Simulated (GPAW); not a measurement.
## Core-hole calculation of the Ga K edge in zinc-blende (GaAs)₁₋ₓ(GaP)ₓ at x = 0

What does the Ga K edge look like in zinc-blende (GaAs)₁₋ₓ(GaP)ₓ at x = 0?

Main program and level: GPAW 26.7.0; X-ray absorption from dipole matrix elements to empty bands, plane-wave PAW LDA.

**1. Set-up**

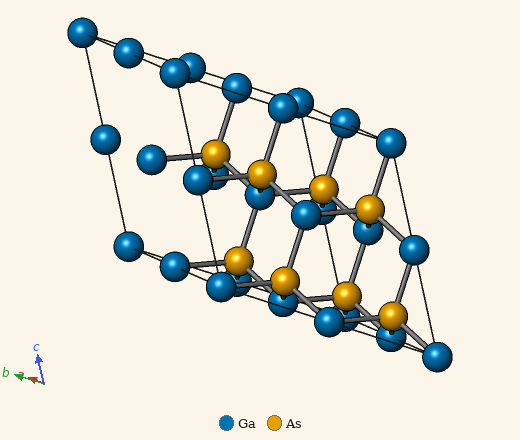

The cell as given, from a free direction (gallium blue, arsenic orange). Bonds to atoms that aren't drawn are left out. Some periodic images of atoms are drawn too.

As a file:

```cif
data_structure
_symmetry_space_group_name_H-M 'P 1'
_symmetry_Int_Tables_number 1
_cell_length_a 7.9945
_cell_length_b 7.9945
_cell_length_c 7.9945
_cell_angle_alpha 60.000
_cell_angle_beta 60.000
_cell_angle_gamma 60.000
_cell_volume 361.30
loop_
_atom_site_label
_atom_site_type_symbol
_atom_site_fract_x
_atom_site_fract_y
_atom_site_fract_z
_atom_site_occupancy
Ga1 Ga 0.00000 0.00000 0.00000 1
As2 As 0.12500 0.12500 0.12500 1
Ga3 Ga 0.00000 0.00000 0.50000 1
As4 As 0.12500 0.12500 0.62500 1
Ga5 Ga 0.00000 0.50000 0.00000 1
As6 As 0.12500 0.62500 0.12500 1
Ga7 Ga 0.00000 0.50000 0.50000 1
As8 As 0.12500 0.62500 0.62500 1
Ga9 Ga 0.50000 0.00000 0.00000 1
As10 As 0.62500 0.12500 0.12500 1
Ga11 Ga 0.50000 0.00000 0.50000 1
As12 As 0.62500 0.12500 0.62500 1
Ga13 Ga 0.50000 0.50000 0.00000 1
As14 As 0.62500 0.62500 0.12500 1
Ga15 Ga 0.50000 0.50000 0.50000 1
As16 As 0.62500 0.62500 0.62500 1
```

**2. The field without a hole**

A plain self-consistent run shows whether there is a gap, which decides the set-up of the core-hole run.

The input, scf.py:

```python
import numpy as np
from ase import Atoms
from ase.parallel import parprint, paropen
from gpaw import GPAW, PW, FermiDirac, Mixer, MixerDif, setup_paths
from gpaw.test import gen
setup_paths.insert(0, '.')
gen('Ga', name='nch1s', xcname='LDA', corehole=(1, 0, 0), write_xml=True)
from gpaw.mpi import world
world.barrier()

atoms = Atoms('GaAsGaAsGaAsGaAsGaAsGaAsGaAsGaAs',
    cell=[[0, 5.653, 5.653],
     [5.653, 0, 5.653],
     [5.653, 5.653, 0]],
    scaled_positions=[[0, 0, 0],
     [0.125, 0.125, 0.125],
     [0, 0, 0.5],
     [0.125, 0.125, 0.625],
     [0, 0.5, 0],
     [0.125, 0.625, 0.125],
     [1, 0.5, 0.5],
     [0.125, 0.625, 0.625],
     [0.5, 0, 0],
     [0.625, 0.125, 0.125],
     [0.5, 1, 0.5],
     [0.625, 0.125, 0.625],
     [0.5, 0.5, 0],
     [0.625, 0.625, 0.125],
     [0.5, 0.5, 0.5],
     [0.625, 0.625, 0.625]],
    pbc=True)
atoms.calc = calc = GPAW(legacy_gpaw=True, mode=PW(400, force_complex_dtype=True), xc='LDA', setups={0: 'nch1s'},
    kpts={'size': (4, 4, 4), 'gamma': True}, occupations=FermiDirac(0.05),
    charge=0, mixer=Mixer(0.1, 5, 50), maxiter=150,
    convergence={'density': 0.0001, 'eigenstates': 1e-6}, txt='scf.txt')
energy = atoms.get_potential_energy() + calc.get_reference_energy()
ef = calc.get_fermi_level()
out = dict(energy=energy, fermi=ef, forces=atoms.get_forces().tolist())
parprint(f'all-electron energy {energy:.4f} eV, Fermi level {ef:.4f} eV')
ev = np.array([[calc.get_eigenvalues(k, s) for k in range(len(calc.get_ibz_k_points()))] for s in range(calc.get_number_of_spins())])
out['homo'], out['lumo'], out['counts'] = ev[ev < ef].max(), ev[ev > ef].min(), sorted(set((ev < ef).sum((0, 2)).tolist()))
out['filled'] = (ev[:, 0] < ef).sum(1).tolist()
import json
with paropen('out.json', 'w') as f:
    json.dump(out, f)
```

Started as:

```
$ OMP_NUM_THREADS=1 mpirun -n 4 gpaw python scf.py
```

Numbers of over 12 decimals in the logs are rounded to 6 here.

Output:

```text
Input parameters:
  convergence: {density: 0.0001,
                eigenstates: 1e-06}
  kpts: {gamma: True,
         size: (4, 4, 4)}
  maxiter: 150
  mixer: {backend: pulay,
          beta: 0.1,
          method: separate,
          nmaxold: 5,
          weight: 50}
  mode: {ecut: 400.0,
         force_complex_dtype: True,
         name: pw}
  occupations: {fixmagmom: False,
                name: fermi-dirac,
                width: 0.05}
  setups: {0: nch1s}

Initialize ...

[... PAW data sets ...]

Reference energy: -913823.711407  # eV

Spin-paired calculation

[... convergence settings ...]
Symmetries present (total): 24
  [... symmetry matrices ...]

64 k-points: 4 x 4 x 4 Monkhorst-Pack grid + [1/8,1/8,1/8]
8 k-points in the irreducible part of the Brillouin zone
       k-points in crystal coordinates                weights
   0:     0.00000000    0.00000000    0.00000000          1/64
   1:     0.25000000    0.25000000    0.00000000          6/64
   2:     0.25000000    0.25000000    0.25000000          8/64
   3:     0.50000000    0.25000000   -0.25000000          6/64
   4:     0.50000000    0.25000000    0.25000000         12/64
   5:     0.50000000    0.50000000    0.00000000          3/64
   6:     0.50000000    0.50000000    0.25000000         24/64
   7:     0.50000000    0.50000000    0.50000000          4/64

Wave functions: Plane wave expansion
  Cutoff energy: 400.000 eV
  Number of coefficients (min, max): 6486, 6620
  Pulay-stress correction: 0.000000 eV/Ang^3 (de/decut=0.000000)
  Using FFTW library
  Wavefunction extrapolation:
    Improved wavefunction reuse through dual PAW basis

Occupation numbers: Fermi-Dirac:
  width: 0.0500  # eV

Eigensolver
   Davidson(niter=2)

Densities:
  Coarse grid: 40*40*40 grid
  Fine grid: 80*80*80 grid
  Total Charge: 0.000000

Density mixing:
  Method: separate
  Backend: pulay
  Linear mixing parameter: 0.1
  old densities: 5
  Width of damping distribution: 1.1
  Damping of long wavelength oscillations: 50

[... Hamiltonian set-up ...]
Number of atoms: 16
Number of atomic orbitals: 64
Number of bands in calculation: 43
Number of valence electrons: 64
Bands to converge: occupied

... initialized

Initializing position-dependent things.

Density initialized from atomic densities
Creating initial wave functions:
  43 bands from LCAO basis set

                           Ga
                                Ga
                             As

                    As
                         Ga
                      As
                Ga
             As             As
                   As
         Ga
                    As
              Ga
            As
                Ga
       Ga

Atomic positions and initial magnetic moments

Positions:
   0 Ga     0.000000    0.000000    0.000000    ( 0.0000,  0.0000,  0.0000)
   1 As     1.413250    1.413250    1.413250    ( 0.0000,  0.0000,  0.0000)
   2 Ga     2.826500    2.826500    0.000000    ( 0.0000,  0.0000,  0.0000)
   3 As     4.239750    4.239750    1.413250    ( 0.0000,  0.0000,  0.0000)
   4 Ga     2.826500    0.000000    2.826500    ( 0.0000,  0.0000,  0.0000)
   5 As     4.239750    1.413250    4.239750    ( 0.0000,  0.0000,  0.0000)
   6 Ga     5.653000    8.479500    8.479500    ( 0.0000,  0.0000,  0.0000)
[...]
13 As     4.239750    4.239750    7.066250    ( 0.0000,  0.0000,  0.0000)
  14 Ga     5.653000    5.653000    5.653000    ( 0.0000,  0.0000,  0.0000)
  15 As     7.066250    7.066250    7.066250    ( 0.0000,  0.0000,  0.0000)

Unit cell:
           periodic     x           y           z      points  spacing
  1. axis:    yes    0.000000    5.653000    5.653000    40     0.1632
  2. axis:    yes    5.653000    0.000000    5.653000    40     0.1632
  3. axis:    yes    5.653000    5.653000    0.000000    40     0.1632

  Lengths:   7.994549   7.994549   7.994549
  Angles:   60.000000  60.000000  60.000000

Effective grid spacing dv^(1/3) = 0.1781

iter:   1   -77.948499
iter:   2   -77.628021   -2.36  -0.87
iter:   3   -76.977824   -1.66  -0.92
iter:   4   -76.931979   -3.28  -1.43
iter:   5   -76.908550   -2.35  -1.53
iter:   6   -76.871583   -3.26  -1.81
iter:   7   -76.880783   -3.41  -2.29
iter:   8   -76.868374c  -3.76  -2.07
iter:   9   -76.868458c  -4.78  -3.25
iter:  10   -76.868497c  -5.66  -3.39
iter:  11   -76.868474c  -6.83c -3.21
iter:  12   -76.868428c  -6.12c -3.28
iter:  13   -76.868428c  -7.10c -4.08c

Converged after 13 iterations.

Dipole moment: (-27.415159, -27.415159, -27.415159) |e|*Ang

Energy contributions relative to reference atoms: (reference = -913823.711407)

Kinetic:       +211.400160
Potential:     -188.762507
External:        +0.000000
XC:             -99.673075
Entropy (-ST):   -0.000675
Local:           +0.167332
SIC:             +0.000000
--------------------------
Free energy:    -76.868765
Extrapolated:   -76.868428

Showing only first 2 kpts
 Kpt  Band  Eigenvalues  Occupancy
  0    30      4.61455    1.97186
  0    31      4.61455    1.97186
  0    32      4.97992    0.08974
  0    33      5.50874    0.00000

  1    30      3.95268    2.00000
  1    31      3.95268    2.00000
  1    32      5.98764    0.00000
  1    33      6.64026    0.00000

Fermi level: 4.82702

Gap: 0.365 eV
Transition (v -> c):
  (s=0, k=0, n=31, [0.00, 0.00, 0.00]) -> (s=0, k=0, n=32, [0.00, 0.00, 0.00])
No difference between direct/indirect transitions

Forces in eV/Ang:
  0 Ga    0.00000   -0.00000   -0.00000
  1 As   -0.00008   -0.00008   -0.00008
  2 Ga    0.00000   -0.00000    0.00001
  3 As    0.00008    0.00008   -0.00008
  4 Ga    0.00000    0.00001   -0.00000
  5 As    0.00008   -0.00008    0.00008
  6 Ga   -0.00001   -0.00000   -0.00000
[...]
13 As    0.00004    0.00004   -0.00004
 14 Ga    0.00000    0.00000   -0.00000
 15 As   -0.00004   -0.00004   -0.00004
Scalar-relativistic atomic LDA calculation for Ga (Gallium, Z=31)
Core hole in 1s state (1s occupation: 2.0)
600 radial gridpoints.
|------------------------------------------------|
|------------------------------------------------|
[... the atom generator's iteration count ...]

Energy contributions:
-------------------------
Kinetic:    +1972.184799
XC:           -72.597836
Potential:  -3840.247246
-------------------------
Total:      -1940.660283

state      eigenvalue         ekin         rmax
-----------------------------------------------
1s^2.0 :  -375.030000   481.718074        0.032
2s^2.0 :   -46.288952    91.904266        0.183
2p^6.0 :   -40.360200    89.727351        0.146
3s^2.0 :    -5.415739    20.699600        0.565
3p^6.0 :    -3.626001    18.420027        0.567
3d^10.0:    -0.713236    12.977628        0.531
4s^2.0 :    -0.336865     1.972734        1.883
4p^1.0 :    -0.100461     0.934904        2.519
-----------------------------------------------
(units: Bohr and Hartree)

Generating PAW setup
Kinetic energy of the core from tauc = 1987.570136198629
Cutoffs:
rc(s)=2.200
rc(p)=2.200
rc(d)=2.200
rc(vbar)=1.980
rc(comp)=2.200
rc(nct)=2.200

Kinetic energy of the core states: 1967.304428
Charge: 0.0
Core electrons: 28.0
Valence electrons: 3.0
Pseudo-core charge: 1.942142
Shape function alpha=2.066
Pseudo-electron charge 5.235165
state    eigenvalue         norm
--------------------------------
4s(2) :    -0.336865     1.140380
*s    :     0.663135
4p(1) :    -0.100461     1.012264
*p    :     0.899539
*d    :     0.000000
--------------------------------

Diagonalizing with gridspacing h=0.050

state   all-electron     PAW
-------------------------------
4s:      -0.336865    -0.337024
4p:      -0.100461    -0.100552
*d:                    0.030615
*f:                    0.065359
-------------------------------
all-electron energy -913900.5798 eV, Fermi level 4.8270 eV
```

Run time: 20 s. Hardware: 4 MPI ranks of Intel Xeon Platinum 8488C (Sapphire Rapids), shared host; peak memory 0.3 GiB; 76 s of CPU time.

The mesh shows a gap of 0.37 eV. The excited electron is kept all the same, so that all members of the series, with or without a gap, are treated alike.

**3. Cell without a hole, the energy reference**

The photon energy needs a difference of total energies, so the cell and mesh of the coming hole run are first run without a hole.

Edit scf.py of step 2 so:

```diff
@@ -20,3 +20,3 @@
      [0.125, 0.625, 0.125],
-     [1, 0.5, 0.5],
+     [0, 0.5, 0.5],
      [0.125, 0.625, 0.625],
@@ -24,3 +24,3 @@
      [0.625, 0.125, 0.125],
-     [0.5, 1, 0.5],
+     [0.5, 0, 0.5],
      [0.625, 0.125, 0.625],
@@ -32,3 +32,3 @@
 atoms.calc = calc = GPAW(legacy_gpaw=True, mode=PW(400, force_complex_dtype=True), xc='LDA', setups={0: 'nch1s'},
-    kpts={'size': (4, 4, 4), 'gamma': True}, occupations=FermiDirac(0.05),
+    kpts={'size': (3, 3, 3), 'gamma': True}, occupations=FermiDirac(0.02),
     charge=0, mixer=Mixer(0.1, 5, 50), maxiter=150,
```

Output:

```text
Input parameters:
  convergence: {density: 0.0001,
                eigenstates: 1e-06}
  kpts: {gamma: True,
         size: (3, 3, 3)}
  maxiter: 150
  mixer: {backend: pulay,
          beta: 0.1,
          method: separate,
          nmaxold: 5,
          weight: 50}
  mode: {ecut: 400.0,
         force_complex_dtype: True,
         name: pw}
  occupations: {fixmagmom: False,
                name: fermi-dirac,
[...]
4s(2) :    -0.336865     1.140380
*s    :     0.663135
4p(1) :    -0.100461     1.012264
*p    :     0.899539
*d    :     0.000000
--------------------------------

Diagonalizing with gridspacing h=0.050

state   all-electron     PAW
-------------------------------
4s:      -0.336865    -0.337024
4p:      -0.100461    -0.100552
*d:                    0.030615
*f:                    0.065359
-------------------------------
all-electron energy -913900.4039 eV, Fermi level 4.8147 eV
[key lines of the parts left out:]
Converged after 13 iterations.
Dipole moment: (-27.365627, -27.365627, -27.365627) |e|*Ang
Free energy:    -76.692454
Fermi level: 4.81468
```

Run time: 14 s. Hardware: 4 MPI ranks; peak memory 0.3 GiB; 54 s of CPU time.

Reference energy: -913900.404 eV with the cores included.

(Continued in part 2 of 2.)

[Banner, clock and machine lines of the logs are left out without a mark of their own.]

[Logs are printed without paths, hosts, clocks, repeated set-up lines and the standing remarks that a program may print on its own settings, such as how far it seeks lower states.]

[Hosts, paths, dates, database ids (printed as entryN), source tags and the programs' standing remarks are cut or masked in the printed files.]

[Lists of maxima count a maximum above −3 eV only where it reaches 4 % of the highest in the window and stands out from its surroundings by 2 % of it (1.5 % where it reaches 55 %); shoulders and weaker maxima are passed over, and of the rest the first, up to two pre-edge ones and the few strongest are named.]
